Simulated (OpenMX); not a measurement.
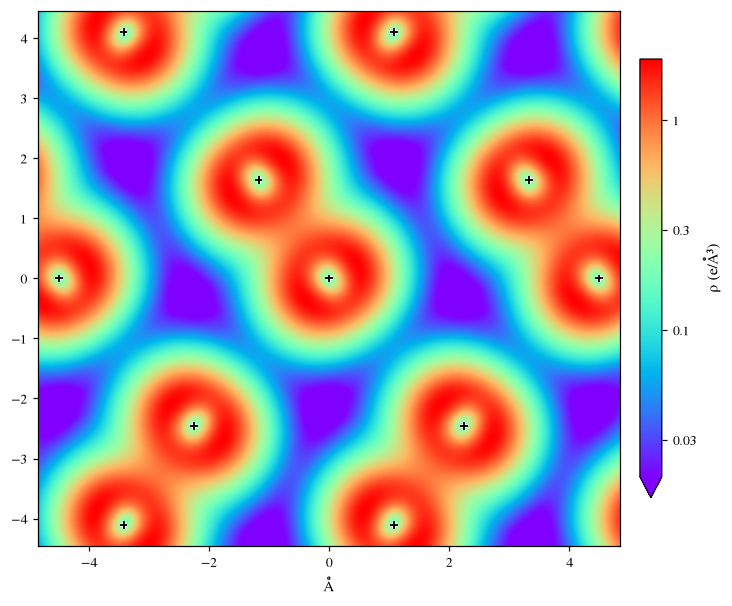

The valence charge density (pseudo) on a plane through atoms (crosses mark nuclei in the plane).

All numbers below come from OpenMX 3.8.5, Kohn-Sham DFT of a periodic cell, PBE, OpenMX 2013 PBE set.

Candidates:
A. Cl, a = 6.29 Å, b = 4.50 Å, c = 8.21 Å, α = 90.00°, β = 90.00°, γ = 90.00°. Space group Cmce; not relaxed (largest force 1.7 eV/Å); computed pressure about 3 GPa in this cell.
B. ZrSe2, a = 3.80 Å, b = 3.80 Å, c = 6.19 Å, α = 90.00°, β = 90.00°, γ = 120.00°. Space group P-3m1; not relaxed (largest force 0.6 eV/Å); computed pressure about 3 GPa in this cell.
C. Ta, a = 3.30 Å, b = 3.30 Å, c = 3.30 Å, α = 90.00°, β = 90.00°, γ = 90.00°. Space group Im-3m; computed pressure about 4 GPa in this cell.

Question: Which system is this?

Answer: Candidate A: Cl on the (100) plane of the conventional cell, which holds Cl. Cl–Cl (2.02 Å): ρ at the midpoint is about 0.95 e/Å³.
